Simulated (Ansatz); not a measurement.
## SnSe: an electron-density study

Space group Fm-3m.

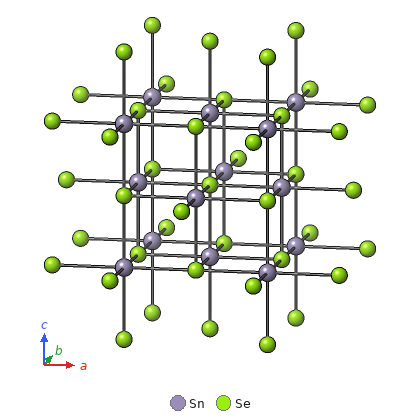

The conventional cell.

Input file:

```
crystal:
  lattice:
    - [0.0, 3.01, 3.01]
    - [3.01, 0.0, 3.01]
    - [3.01, 3.01, 0.0]
  atoms:
    - { symbol: Sn, position: [0.0, 0.0, 0.0] }
    - { symbol: Se, position: [0.5, 0.5, 0.5] }
basis:
  ecutwfc: 420
  fft_grid_basis: typed
kpoints:
  mp_grid: { grid: [8, 8, 8] }
hamiltonian:
  xc: pbe
  pseudopotentials: { kind: paw }
scf:
  occupations: { method: gaussian, width: 0.05 }
output:
  forces: true
  stress: true
  eigenvalues: true
  bader: true
  write_density: true
  volumetric_format: npy
  elf: true
```

Launched as:

```sh
ansatz run input.yaml --threads 1 --pin off --max-ram 2560MiB --backend cpu --events-out ev --progress --plain --runs-dir out
```

The picture shows the conventional cell (a = 6.02 Å, b = 6.02 Å, c = 6.02 Å, α = 90.00°, β = 90.00°, γ = 90.00°).

Computed with Ansatz 0.2.0, DFT PBE, scalar-relativistic, plane waves, PAW.

Core electrons are frozen (PAW), so the maps are meaningful between the atoms, not at the nuclei.

### 1. Bonding charge

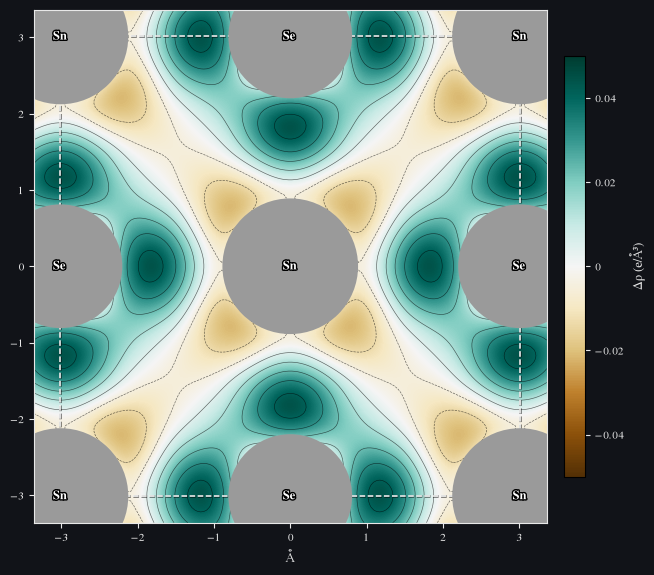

Deformation density (self-consistent density less superposed neutral spherical atoms): a map on the (100) plane of the conventional cell, with grey discs over the atomic cores. Cores are masked to 0.9 Å (Sn) and 0.8 Å (Se).

Q: Where does charge go when the atoms form this crystal?

A: Se–Sn (3.01 Å): Δρ is +0.03 e/Å³ at the midpoint.
Over the whole cell, outside the masked cores, the largest gain, 0.04 e/Å³, lies 1.3 Å from a selenium nucleus and 1.8 Å from a tin one, and the largest loss, 0.03 e/Å³, lies 1.2 Å from a tin nucleus.
The rearranged charge, half the integral of |Δρ|, is about 0.16 e an atom.
Bader charges: Sn +0.86 and Se −0.86 e.

### 2. One group of states

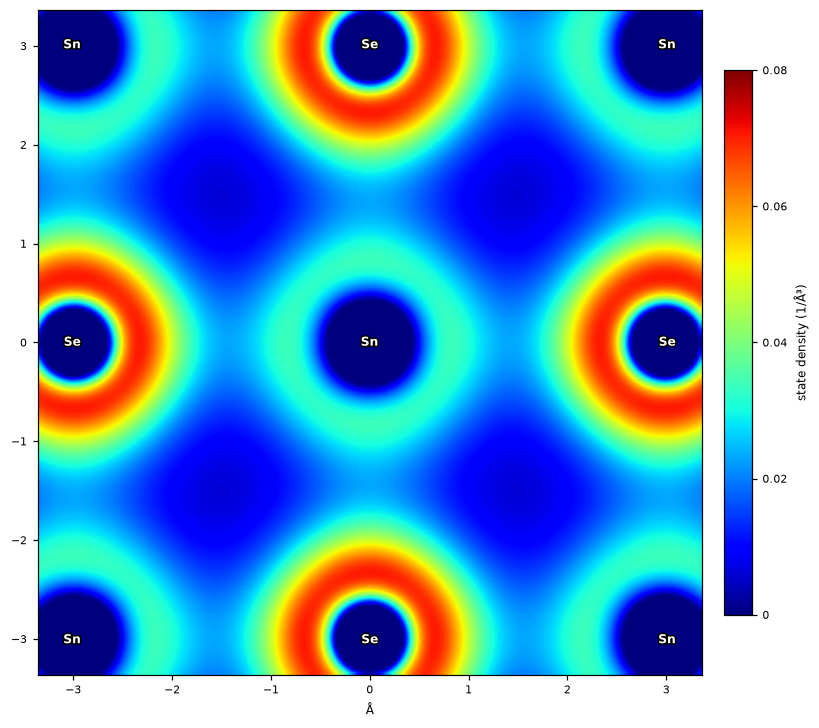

Density of the Kohn–Sham states from −8.1 to 0.0 eV about the valence-band maximum (the whole upper valence band), scaled to one electron a cell: a map on the (001) plane of the conventional cell.

Q: Which atoms and orbitals make up these states?

A: Löwdin projections on the PAW files' atomic orbitals give Se 4p (55 %), Sn 5s (25 %) and Sn 5p (20 %).
In space (atomic cells sized by Bader volumes) the density divides as Se about 65 % and Sn about 35 %.
The group holds 8 electrons when full, in the cell of the calculation (2 atoms).

### 3. Change of volume

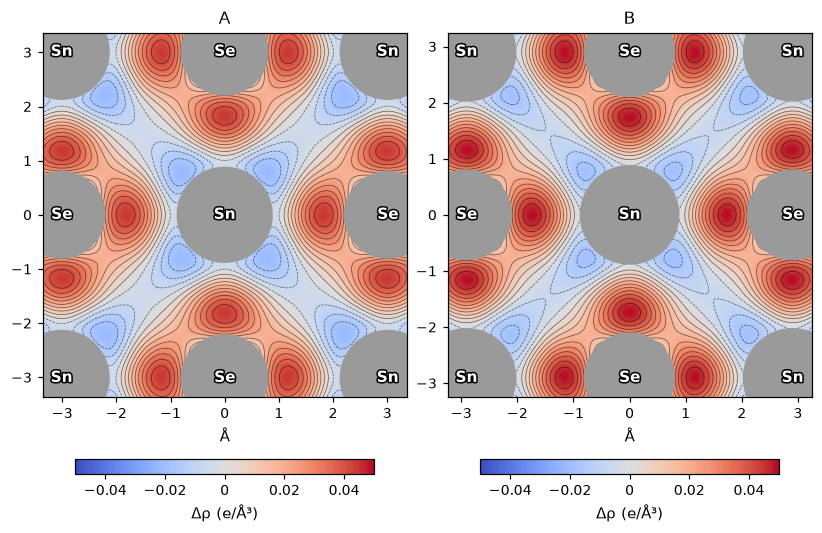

SnSe: deformation density on the (001) plane of the conventional cell at two volumes, with the same fractional coordinates and one colour scale. Grey discs cover the cores. Panel B has 90 % of the volume of panel A.

Q: What changes between the database cell and the scaled one?

A: From A to B, Se–Sn goes from 3.01 to 2.91 Å, and Δρ at its midpoint from +0.03 to +0.04 e/Å³.
The pressure is 0.9 GPa in A and 7.9 GPa in B.
Bader charges in A: Sn +0.86 and Se −0.86 e; in B: Sn +0.85 and Se −0.85 e.
The rearranged charge is 0.16 e an atom in A and 0.15 e in B.

### 4. Taking out a sublattice

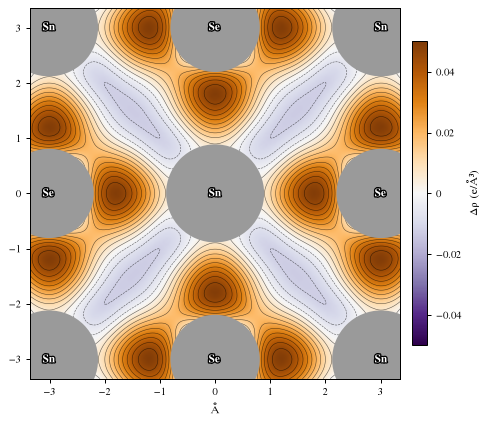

Density of the crystal less the densities of its Sn sublattice and of the rest (Se), each computed alone with the atoms in place (the rest with spin, the Sn sublattice without): a map on the (001) plane of the conventional cell, with grey discs over the atomic cores. Cores are masked to 0.9 Å (Sn) and 0.8 Å (Se).

Q: What does the difference density show?

A: Over the whole cell, outside the masked cores, the largest gain, 0.05 e/Å³, lies 1.3 Å from a selenium nucleus and 1.8 Å from a tin one, and the largest loss, 0.019 e/Å³, lies 1.7 Å from a tin nucleus.
About 0.3 e is rearranged for each Sn atom.
By Bader's partition Sn carries +0.86 e, so it gives electrons to the rest.

Q: How much energy binds the Sn sublattice to the rest, with both frozen?

A: E(crystal) − E(Sn sublattice) − E(rest) is −4.0 eV for each Sn atom (negative: bound). The references are the frozen sublattices, not the elements, so this isn't a formation energy. A moment in a sublattice run without spin would make it less negative.

### 5. Putting it together

Charge passes from Sn (Pauling electronegativity 1.96) to Se (2.55), the direction that the scale predicts; the Bader charges fall short of whole formal charges, as they usually do. The two pressures give a mean stiffness −ΔP/Δln V of about 66 GPa over this range, with the atoms held at their fractional positions.

Run times: 14 s (base cell), 3.7 s (state densities), 15 s (scaled cell), 8.9 s (the rest) and 5.1 s (sublattice Sn), on 1 thread of Arm Neoverse N1 (shared host).
